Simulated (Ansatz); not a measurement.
# WSi2 (Si2W-type): an atom of Si hops into a vacancy, part 3 of 3

One Si atom is taken out of a 2×1×2 supercell of WSi2 (Si2W-type). How high is the barrier for its neighbour Si4, 2.58 Å away, to move into the hole?

Ansatz 0.2.0; DFT PBEsol, scalar-relativistic, plane waves, PAW.

## Step 10: What the band shows

The 5 inner images lie between the fixed ends 0 and 6. Energy is taken from image 0, and the path length is the program's own coordinate along the band.

| image | path (Å) | energy (eV) | Si4–Si10 (Å) | Si4–Si9 (Å) | Si4–Si6 (Å) | Si2–Si4 (Å) | Si4 x y z (Å) | band force (eV/Å) |
| --- | --- | --- | --- | --- | --- | --- | --- | --- |
| 0 | 0.000 | 0.0000 | 4.39 | 2.64 | 2.65 | 3.20 | 1.59 1.61 1.20 | - |
| 1 | 0.392 | 0.3988 | 4.03 | 2.79 | 2.84 | 3.22 | 1.59 1.61 0.82 | 0.015 |
| 2 | 0.783 | 1.0075 | 3.68 | 3.05 | 3.10 | 3.29 | 1.60 1.60 0.42 | 0.021 |
| 3* | 1.174 | 1.2346 | 3.35 | 3.35 | 3.40 | 3.40 | 1.60 1.60 0.01 | 0.007 |
| 4 | 1.566 | 1.0075 | 3.05 | 3.68 | 3.29 | 3.10 | 1.61 1.60 -0.40 | 0.021 |
| 5 | 1.957 | 0.3988 | 2.79 | 4.03 | 3.22 | 2.84 | 1.61 1.59 -0.80 | 0.015 |
| 6 | 2.349 | 0.0000 | 2.64 | 4.39 | 3.20 | 2.65 | 1.62 1.59 -1.19 | - |

The star marks the climbing image.

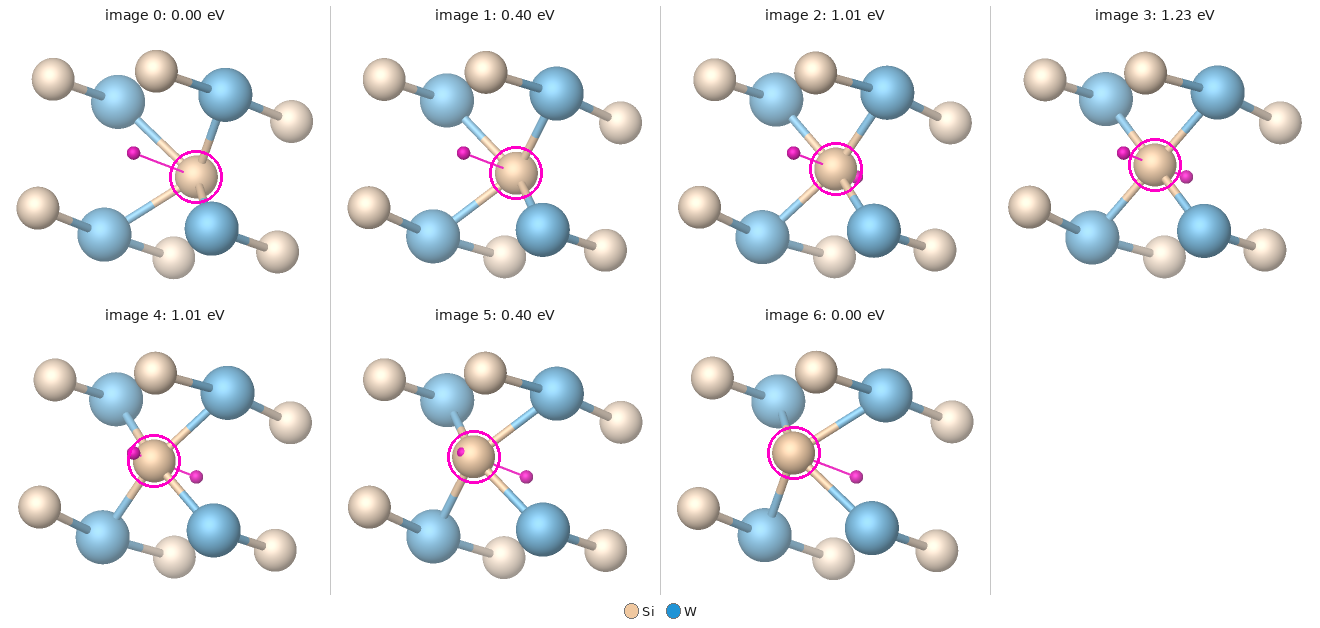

The images of the last band, seen slightly off an axis. Ringed: Si4. The magenta line is the track of the ringed atom over the whole band, with dots at its ends. Each atom of the cell is drawn once, at one copy chosen for all pictures, so bonds across the cell's faces may be missing; the others are paled. Sticks join atoms closer than a bonding distance in each image.

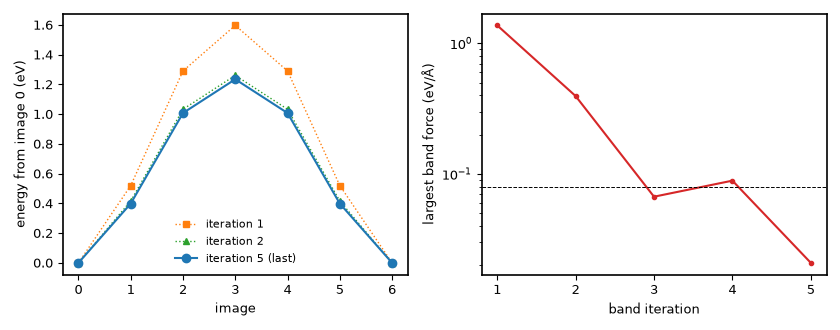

Left: energy of each image for early iterations and the last one (lines only join the points; early values far above the last band run off the scale). Right: the largest band force by iteration, with the threshold dashed.

How the highest energy settled:

```csv
iteration,highest image above image 0 (eV),largest band force (eV/Å)
1,1.5969,1.372
2,1.2607,0.395
3,1.2368,0.067
4,1.2348,0.089
5,1.2346,0.021
```

Positions of all images (Å):

```xyz
11
Lattice="-3.203 3.203 7.813 1.602 -1.602 3.907 3.203 3.203 -7.813" Properties=species:S:1:pos:R:3 pbc="T T T" image=0 dE=0.0000
Si    0.033    0.008    2.625
Si   -0.002   -0.024    5.223
W     1.617    1.587   -3.932
Si    1.590    1.613    1.203
W     3.192    3.175   -7.801
Si   -1.610    1.568    6.531
Si   -1.578    1.604    9.130
W    -0.036    3.239    0.010
Si    0.002    3.202    2.585
Si   -0.034    3.237    5.238
W     1.630    4.816   -3.894
11
Lattice="-3.203 3.203 7.813 1.602 -1.602 3.907 3.203 3.203 -7.813" Properties=species:S:1:pos:R:3 pbc="T T T" image=1 dE=0.3988
Si    0.052    0.042    2.614
Si   -0.029   -0.035    5.229
W     1.653    1.550   -3.933
Si    1.592    1.612    0.820
W     3.150    3.148   -7.808
Si   -1.644    1.550    6.521
Si   -1.566    1.631    9.135
W    -0.063    3.267    0.020
Si    0.035    3.169    2.540
Si   -0.027    3.231    5.286
W     1.657    4.858   -3.902
11
Lattice="-3.203 3.203 7.813 1.602 -1.602 3.907 3.203 3.203 -7.813" Properties=species:S:1:pos:R:3 pbc="T T T" image=2 dE=1.0075
Si    0.051    0.045    2.605
Si   -0.042   -0.046    5.230
W     1.675    1.529   -3.937
Si    1.600    1.603    0.417
W     3.131    3.129   -7.810
Si   -1.647    1.551    6.512
Si   -1.556    1.644    9.137
W    -0.079    3.282    0.046
Si    0.035    3.168    2.521
Si   -0.030    3.233    5.305
W     1.676    4.877   -3.903
11
Lattice="-3.203 3.203 7.813 1.602 -1.602 3.907 3.203 3.203 -7.813" Properties=species:S:1:pos:R:3 pbc="T T T" image=3 dE=1.2346
Si    0.048    0.045    2.601
Si   -0.046   -0.047    5.230
W     1.687    1.517   -3.940
Si    1.603    1.601    0.009
W     3.125    3.122   -7.805
Si   -1.647    1.554    6.508
Si   -1.554    1.647    9.137
W    -0.083    3.286    0.051
Si    0.032    3.171    2.516
Si   -0.030    3.234    5.315
W     1.683    4.884   -3.898
11
Lattice="-3.203 3.203 7.813 1.602 -1.602 3.907 3.203 3.203 -7.813" Properties=species:S:1:pos:R:3 pbc="T T T" image=4 dE=1.0075
Si    0.045    0.043    2.601
Si   -0.048   -0.047    5.226
W     1.683    1.520   -3.935
Si    1.606    1.598   -0.400
W     3.131    3.129   -7.799
Si   -1.645    1.557    6.508
Si   -1.554    1.650    9.133
W    -0.071    3.274    0.048
Si    0.032    3.171    2.526
Si   -0.033    3.236    5.310
W     1.676    4.877   -3.892
11
Lattice="-3.203 3.203 7.813 1.602 -1.602 3.907 3.203 3.203 -7.813" Properties=species:S:1:pos:R:3 pbc="T T T" image=5 dE=0.3988
Si    0.031    0.033    2.603
Si   -0.050   -0.045    5.217
W     1.667    1.536   -3.909
Si    1.614    1.589   -0.803
W     3.150    3.148   -7.801
Si   -1.635    1.571    6.509
Si   -1.557    1.652    9.124
W    -0.049    3.253    0.044
Si    0.030    3.174    2.545
Si   -0.032    3.236    5.291
W     1.657    4.858   -3.894
11
Lattice="-3.203 3.203 7.813 1.602 -1.602 3.907 3.203 3.203 -7.813" Properties=species:S:1:pos:R:3 pbc="T T T" image=6 dE=0.0000
Si    0.005    0.022    2.608
Si   -0.031   -0.010    5.207
W     1.640    1.564   -3.899
Si    1.615    1.588   -1.186
W     3.178    3.190   -7.808
Si   -1.623    1.597    6.515
Si   -1.591    1.633    9.113
W    -0.013    3.216    0.043
Si    0.036    3.168    2.593
Si    0.001    3.203    5.246
W     1.615    4.831   -3.902
```

## Step 11: Summary of results

What follows sums up all 3 parts.

```
                    quantity                                       value
 relaxation of the first end  0.09 eV gained, farthest move 0.09 Å (Si4)
relaxation of the second end  0.09 eV gained, farthest move 0.09 Å (Si4)
            barrier forwards                                     1.23 eV
           barrier backwards                                     1.23 eV
second end relative to first                                    0.000 eV
               highest image                       3 of 0 to 6, climbing
             band iterations                                           5
```

What this shows: Along this path the system climbs 1.23 eV from the first end (48 kT at 300 K), which at an assumed attempt frequency of 10^13 s⁻¹ means a rate near 10^-8 s⁻¹. Both ends agree in energy to 1 meV. The input switches the test of curvatures off, so the top was not shown to be a first-order saddle. The cell of 11 atoms is small, so the barrier is not converged with size. The volume was held, and the relaxed vacancy cell stands at -3.4 GPa. Spin–orbit coupling is left out, though the cell holds W; in elements this heavy it can shift levels and gaps by tenths of an eV. The k-mesh is coarse, so small energy differences aren't converged.
